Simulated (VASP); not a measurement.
## Run report: CrI3, band-structure run (part 2 of 3)

CrI3 (R-3, 8 atoms in the cell); Kohn-Sham DFT of a periodic cell, PBE with D3(BJ), VASP PAW PBE potentials, recommended, spin-polarised (VASP 6.6.1); cutoff 520 eV, 6×6×5 k-mesh, Gaussian smearing of 0.03 eV, collinear spins. The structure was built on a prototype by a generator; it need not be a known phase.

Geometry of the input (Å; fractional positions):
```
3.4083  1.9678  6.4960
-3.4083  1.9678  6.4960
0.0000  -3.9356  6.4960
Cr 0.1662  0.1662  0.1662
Cr 0.8338  0.8338  0.8338
I  0.7682  0.0708  0.4217
I  0.4217  0.7682  0.0708
I  0.0708  0.4217  0.7682
I  0.5783  0.2318  0.9292
I  0.9292  0.5783  0.2318
I  0.2318  0.9292  0.5783
```

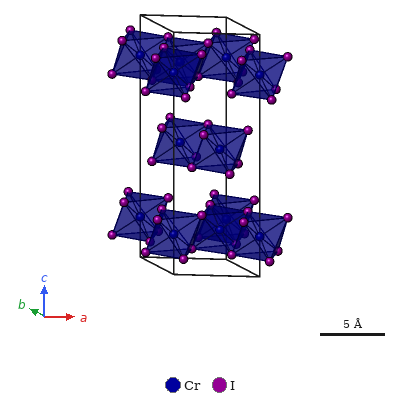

**Figure 1.** The structure (polyhedral view of the cell 3 times as large as that of the calculation, set on its symmetry axes, seen slightly off an axis; polyhedra are completed across the faces of the cell). An atom can appear more than once, as a periodic image.

Parts of OUTCAR, continued:
```
  length of vectors
     7.595169508  7.595169508  7.595169508     0.176995373  0.176995373  0.176995373

  position of ions in fractional coordinates (direct lattice)
     0.166168334  0.166168334  0.166168334
     0.833831666  0.833831666  0.833831666
     0.768238866  0.070791242  0.421739831
     0.421739831  0.768238866  0.070791242
     0.070791242  0.421739831  0.768238866
     0.578260169  0.231761134  0.929208758
     0.929208758  0.578260169  0.231761134
     0.231761134  0.929208758  0.578260169

  ion indices of the primitive-cell ions
   primitive index   ion index
                 1           1
                 2           2
                 3           3
                 4           4
                 5           5
                 6           6
                 7           7
                 8           8

----------------------------------------------------------------------------------------

 KPOINTS: k-points

Automatic generation of k-mesh.
 Grid dimensions read from file:
 generate k-points for:    6    6    5

 Generating k-lattice:

  Cartesian coordinates                     Fractional coordinates (reciprocal lattice)
     0.024449884  0.014116148  0.008552311     0.166666667 -0.000000000  0.000000000
    -0.024449885  0.014116147  0.008552311    -0.000000000  0.166666667  0.000000000
     0.000000001 -0.033878754  0.010262773     0.000000000  0.000000000  0.200000000

  Length of vectors
     0.029499229  0.029499229  0.035399075

  Shift w.r.t. Gamma in fractional coordinates (k-lattice)
     0.000000000  0.000000000  0.000000000

 -----------------------------------------------------------------------------
|                                                                             |
|           W    W    AA    RRRRR   N    N  II  N    N   GGGG   !!!           |
|           W    W   A  A   R    R  NN   N  II  NN   N  G    G  !!!           |
|           W    W  A    A  R    R  N N  N  II  N N  N  G       !!!           |
|           W WW W  AAAAAA  RRRRR   N  N N  II  N  N N  G  GGG   !            |
|           WW  WW  A    A  R   R   N   NN  II  N   NN  G    G                |
|           W    W  A    A  R    R  N    N  II  N    N   GGGG   !!!           |
|                                                                             |
|     Your reciprocal lattice and k-lattice belong to different lattice       |
|     classes:                                                                |
|                                                                             |
|        The reciprocal lattice is rhombohedral (trigonal),                   |
|        whereas your k-lattice is base-centered monoclinic.                  |
|                                                                             |
|     Results are often still useful ...                                      |
|                                                                             |
 -----------------------------------------------------------------------------

 WARNING: IBZKPT: internal override: KBLOWUP is changed to .FALSE.
      ... skipping the blow-up phase ...

 Subroutine IBZKPT returns following result:
 ===========================================

 Found     89 irreducible k-points:

 Following reciprocal coordinates:
            Coordinates               Weight
  0.000000  0.000000  0.000000      1.000000
  0.166667  0.000000  0.000000      4.000000
  0.333333  0.000000 -0.000000      4.000000
  0.500000  0.000000 -0.000000      2.000000
  0.166667  0.166667 -0.000000      2.000000
  0.333333  0.166667  0.000000      2.000000
  0.500000  0.166667 -0.000000      2.000000
 -0.333333  0.166667  0.000000      2.000000
 -0.166667  0.166667  0.000000      2.000000
  0.166667  0.333333  0.000000      2.000000
  0.333333  0.333333 -0.000000      2.000000
  0.500000  0.333333  0.000000      2.000000
 -0.333333  0.333333  0.000000      2.000000
 -0.166667  0.333333  0.000000      2.000000
  0.166667  0.500000  0.000000      2.000000
  0.333333  0.500000  0.000000      2.000000
  0.500000  0.500000  0.000000      1.000000
 -0.000000  0.000000  0.200000      2.000000
  0.166667  0.000000  0.200000      2.000000
  0.333333  0.000000  0.200000      2.000000
  0.500000  0.000000  0.200000      2.000000
 -0.333333 -0.000000  0.200000      2.000000
 -0.166667  0.000000  0.200000      2.000000
  0.000000  0.166667  0.200000      2.000000
 [... further k-points ...]
   k-points           NKPTS =     89   k-points in BZ     NKDIM =     89   number of bands    NBANDS=     47
   number of dos      NEDOS =    301   number of ions     NIONS =      8
   total plane-waves  NPLWV = 175616
   dimension x,y,z NGX =    56 NGY =   56 NGZ =   56
   dimension x,y,z NGXF=   112 NGYF=  112 NGZF=  112
   ions per type =               2   6
   NGX,Y,Z   is equivalent  to a cutoff of  12.26, 12.26, 12.26 a.u.
   NGXF,Y,Z  is equivalent  to a cutoff of  24.51, 24.51, 24.51 a.u.
 SYSTEM =  CrI3
   PREC   = accura    normal or accurate (medium, high low for compatibility)
   ISTART =      0    job   : 0-new  1-cont  2-samecut
   ICHARG =      2    charge: 1-file 2-atom 10-const
   ISPIN  =      2    spin polarized calculation?
   LNONCOLLINEAR =      F non collinear calculations
   LSORBIT =      F    spin-orbit coupling
   LASPH  =      T    aspherical Exc in radial PAW
   ENCUT  =  520.0 eV  38.22 Ry    6.18 a.u.  14.12 14.12 14.12*2*pi/ulx,y,z
   NELM   =    150;   NELMIN=  2; NELMDL= -5     # of ELM steps
   EDIFF  = 0.1E-05   stopping-criterion for ELM
   LREAL  =      F    real-space projection
   EDIFFG = 0.1E-04   stopping-criterion for IOM
   NSW    =      0    number of steps for IOM
   IBRION =     -1    ionic relax: 0-MD 1-quasi-New 2-CG
   NFREE  =      0    steps in history (QN), initial steepest desc. (CG)
   ISIF   =      2    stress and relaxation
   ISYM   =      2    0-nonsym 1-usesym 2-fastsym
   POTIM  = 0.5000    time-step for ionic-motion
   TEBEG  =    0.0;   TEEND  =   0.0 temperature during run
   PSTRESS=    0.0 pullay stress
   NELECT =      66.0000    total number of electrons
   NUPDOWN=      -1.0000    fix difference up-down
   EMIN   =  10.00;   EMAX   =-10.00  energy-range for DOS
   EFERMI =   0.00;   METHOD = LEGACY
   ISMEAR =     0;   SIGMA  =   0.03  broadening in eV -4-tet -1-fermi 0-gaus
   EFERMI_NEDOS =   21; number of points for ismear=-14 and -15
   IALGO  =     38    algorithm
   IMIX   =      4    mixing-type and parameters
     AMIX     =   0.20;   BMIX     =  0.00
     AMIX_MAG =   0.80;   BMIX_MAG =  0.00
  volume/ion in A,a.u.               =      32.68       220.51
  Fermi-wavevector in a.u.,A,eV,Ry     =   1.034705  1.955309 14.566600  1.070615
  Thomas-Fermi vector in A             =   2.169013
   LORBIT       =     11    0 simple, 1 ext, 2 COOP (PROOUT), +10 PAW based schemes
   GGA     = PE    functional components
   LHFCALC =     F    Hartree Fock is set to
   AEXX    =    0.0000 exact exchange contribution
   IVDW    =    12    specifies the selected vdW correction
   LEPSILON=     F    determine dielectric tensor
   LRPA    =     F    only Hartree local field effects (RPA)
 spin polarized calculation
 Gauss-broadening in eV      SIGMA  =   0.03
  energy-cutoff  :      520.00
  volume of cell :      261.41
 maximum number of plane-waves:      7072
   NGX = 29   NGY = 29   NGZ = 29

 number of electron      66.0000010 magnetization       6.0000004

 Free energy of the ion-electron system (eV)
  ---------------------------------------------------
  ext. energy  EPLUGINS =         0.00000000
  ---------------------------------------------------
  free energy    TOTEN  =       -31.46438333 eV

  energy without entropy =      -31.46438333  energy(sigma->0) =      -31.46438333

 the core state eigenenergies are
   1-  1s  -5873.8302  2s   -660.9030  2p   -554.4018  3s    -67.0677
   2-  1s  -5873.8302  2s   -660.9030  2p   -554.4018  3s    -67.0677
   3-  1s -32966.3785  2s  -5084.5645  2p  -4561.9823  3s  -1018.2707  3p   -849.0158
       3d   -595.7522  4s   -170.6127  4p   -117.6001  4d    -40.3703
   4-  1s -32966.3785  2s  -5084.5645  2p  -4561.9823  3s  -1018.2707  3p   -849.0158
       3d   -595.7522  4s   -170.6127  4p   -117.6001  4d    -40.3703
   5-  1s -32966.3785  2s  -5084.5645  2p  -4561.9823  3s  -1018.2707  3p   -849.0158
       3d   -595.7522  4s   -170.6127  4p   -117.6001  4d    -40.3703
   6-  1s -32966.3785  2s  -5084.5645  2p  -4561.9823  3s  -1018.2707  3p   -849.0158
       3d   -595.7522  4s   -170.6127  4p   -117.6001  4d    -40.3703
   7-  1s -32966.3785  2s  -5084.5645  2p  -4561.9823  3s  -1018.2707  3p   -849.0158
       3d   -595.7522  4s   -170.6127  4p   -117.6001  4d    -40.3703
   8-  1s -32966.3785  2s  -5084.5645  2p  -4561.9823  3s  -1018.2707  3p   -849.0158
       3d   -595.7522  4s   -170.6127  4p   -117.6001  4d    -40.3703

 E-fermi :   4.2923     XC(G=0):  -8.8495     alpha+bet : -9.8793

 val. band max:        4.0523498164   @ k =   0.1667  -0.3333   0.2000
 cond. band min:       5.1278918576   @ k =   0.5000   0.5000   0.4000
 fundamental gap:      1.0755420412
 Fermi energy:         4.2923351906

 spin component 1

 k-point     1 :       0.0000    0.0000    0.0000
  band No.  band energies     occupation
      1     -39.9329      1.00000
      2     -39.9319      1.00000
      3     -39.9296      1.00000
      4     -39.9296      1.00000
      5     -39.9265      1.00000
      6     -39.9265      1.00000
      7      -9.0631      1.00000
      8      -8.0099      1.00000
      9      -7.8287      1.00000
     10      -7.8287      1.00000
     11      -7.7587      1.00000
     12      -7.7587      1.00000
     13      -0.6176      1.00000
     14      -0.5138      1.00000
     15       0.3055      1.00000
     16       0.3055      1.00000
     17       0.3957      1.00000
     18       0.3957      1.00000
     19       0.7414      1.00000
     20       1.3232      1.00000
     21       1.4015      1.00000
     22       1.4015      1.00000
     23       1.7789      1.00000
     24       1.7789      1.00000
     25       2.0279      1.00000
     26       2.7786      1.00000
     27       2.7786      1.00000
     28       2.9374      1.00000
     29       3.2053      1.00000
     30       3.2680      1.00000
     31       3.2680      1.00000
     32       3.6195      1.00000
     33       3.6195      1.00000
     34       3.9381      1.00000
     35       4.0169      1.00000
     36       4.0169      1.00000
     37       5.4184      0.00000
     38       5.4184      0.00000
     39       5.6695      0.00000
     40       5.6695      0.00000
     41       8.9918      0.00000
     42       9.0943      0.00000
     43       9.4825      0.00000
     44      10.0982      0.00000
     45      10.1021      0.00000

 k-point     2 :       0.1667    0.0000    0.0000
  band No.  band energies     occupation
      1     -39.9328      1.00000
      2     -39.9319      1.00000
      3     -39.9296      1.00000
      4     -39.9294      1.00000
      5     -39.9267      1.00000
      6     -39.9265      1.00000
      7      -8.9940      1.00000
      8      -7.9896      1.00000
      9      -7.9230      1.00000
     10      -7.8541      1.00000
     11      -7.7759      1.00000
     12      -7.7553      1.00000
     13      -0.5722      1.00000
     14      -0.5171      1.00000
     15       0.2313      1.00000
     16       0.2766      1.00000
     17       0.3355      1.00000
     18       0.5772      1.00000
     19       0.9711      1.00000
     20       1.3374      1.00000
     21       1.3743      1.00000
     22       1.5979      1.00000
     23       1.7265      1.00000
     24       1.9241      1.00000
     25       2.1127      1.00000
     26       2.6213      1.00000
     27       2.7233      1.00000
     28       2.9283      1.00000
     29       3.0713      1.00000
     30       3.2682      1.00000
     31       3.2880      1.00000
     32       3.5561      1.00000
     33       3.5733      1.00000
     34       3.7440      1.00000
     35       3.9207      1.00000
     36       4.0152      1.00000
     37       5.3389      0.00000
     38       5.4206      0.00000
     39       5.5715      0.00000
     40       5.6749      0.00000
     41       9.1337      0.00000
     42       9.3999      0.00000
     43       9.7716      0.00000
     44      10.0051      0.00000
     45      10.1013      0.00000

 k-point     3 :       0.3333    0.0000   -0.0000
  band No.  band energies     occupation
      1     -39.9327      1.00000
      2     -39.9321      1.00000
      3     -39.9297      1.00000
      4     -39.9290      1.00000
      5     -39.9271      1.00000
      6     -39.9264      1.00000
      7      -8.8027      1.00000
      8      -8.1617      1.00000
      9      -7.9285      1.00000
     10      -7.8875      1.00000
     11      -7.8201      1.00000
     12      -7.7795      1.00000
     13      -0.6345      1.00000
     14      -0.2589      1.00000
     15       0.0795      1.00000
     16       0.3547      1.00000
     17       0.4387      1.00000
     18       0.9372      1.00000
     19       1.1257      1.00000
     20       1.2787      1.00000
     21       1.3178      1.00000
     22       1.5587      1.00000
     23       1.9349      1.00000
     24       2.0790      1.00000
     25       2.2549      1.00000
     26       2.3826      1.00000
     27       2.6330      1.00000
     28       2.7857      1.00000
     29       3.0110      1.00000
     30       3.2386      1.00000
     31       3.2733      1.00000
     32       3.3507      1.00000
     33       3.4399      1.00000
     34       3.6278      1.00000
     35       3.8501      1.00000
     36       4.0339      1.00000
     37       5.2612      0.00000
     38       5.4321      0.00000
     39       5.5403      0.00000
     40       5.5819      0.00000
     41       8.8258      0.00000
     42       9.6216      0.00000
     43       9.7011      0.00000
     44      10.1035      0.00000
     45      10.1550      0.00000

 k-point     4 :       0.5000    0.0000   -0.0000
  band No.  band energies     occupation
      1     -39.9326      1.00000
      2     -39.9322      1.00000
      3     -39.9298      1.00000
      4     -39.9288      1.00000
      5     -39.9273      1.00000
      6     -39.9263      1.00000
      7      -8.6053      1.00000
      8      -8.3798      1.00000
      9      -7.9015      1.00000
     10      -7.8738      1.00000
     11      -7.8368      1.00000
     12      -7.8269      1.00000
     13      -0.6690      1.00000
     14      -0.0644      1.00000
     15       0.0185      1.00000
     16       0.5599      1.00000
     17       0.6289      1.00000
     18       0.9268      1.00000
     19       1.0270      1.00000
     20       1.2004      1.00000
     21       1.4574      1.00000
     22       1.4924      1.00000
     23       1.5780      1.00000
     24       1.9061      1.00000
     25       2.5973      1.00000
     26       2.6324      1.00000
     27       2.6659      1.00000
     28       2.7911      1.00000
     29       2.9058      1.00000
     30       3.0854      1.00000
     31       3.2226      1.00000
     32       3.2891      1.00000
     33       3.4804      1.00000
     34       3.5349      1.00000
     35       3.8824      1.00000
     36       4.0401      1.00000
     37       5.2735      0.00000
     38       5.4014      0.00000
     39       5.4775      0.00000
     40       5.6064      0.00000
     41       8.5777      0.00000
     42       9.3105      0.00000
     43       9.8727      0.00000
     44      10.0995      0.00000
     45      10.1156      0.00000

 k-point     5 :       0.1667    0.1667   -0.0000
  band No.  band energies     occupation
      1     -39.9328      1.00000
      2     -39.9319      1.00000
      3     -39.9296      1.00000
      4     -39.9294      1.00000
      5     -39.9267      1.00000
      6     -39.9265      1.00000
      7      -8.9801      1.00000
      8      -8.0103      1.00000
      9      -7.8943      1.00000
     10      -7.8827      1.00000
     11      -7.7859      1.00000
     12      -7.7479      1.00000
     13      -0.5604      1.00000
     14      -0.4727      1.00000
     15       0.1934      1.00000
     16       0.2729      1.00000
     17       0.4415      1.00000
     18       0.5879      1.00000
     19       0.9757      1.00000
     20       1.3276      1.00000
     21       1.3815      1.00000
     22       1.5650      1.00000
     23       1.7658      1.00000
     24       1.8499      1.00000
     25       2.1332      1.00000
     26       2.6249      1.00000
     27       2.6677      1.00000
     28       2.9446      1.00000
     29       3.0869      1.00000
     30       3.2195      1.00000
     31       3.2683      1.00000
     32       3.5088      1.00000
     33       3.6256      1.00000
     34       3.6693      1.00000
     35       3.9581      1.00000
     36       3.9820      1.00000
     37       5.3196      0.00000
     38       5.4032      0.00000
     39       5.5722      0.00000
     40       5.6591      0.00000
     41       9.0164      0.00000
     42       9.5600      0.00000
     43       9.7855      0.00000
     44      10.0138      0.00000
     45      10.0995      0.00000

 [... the levels of 18 k-points are left out ...]
```
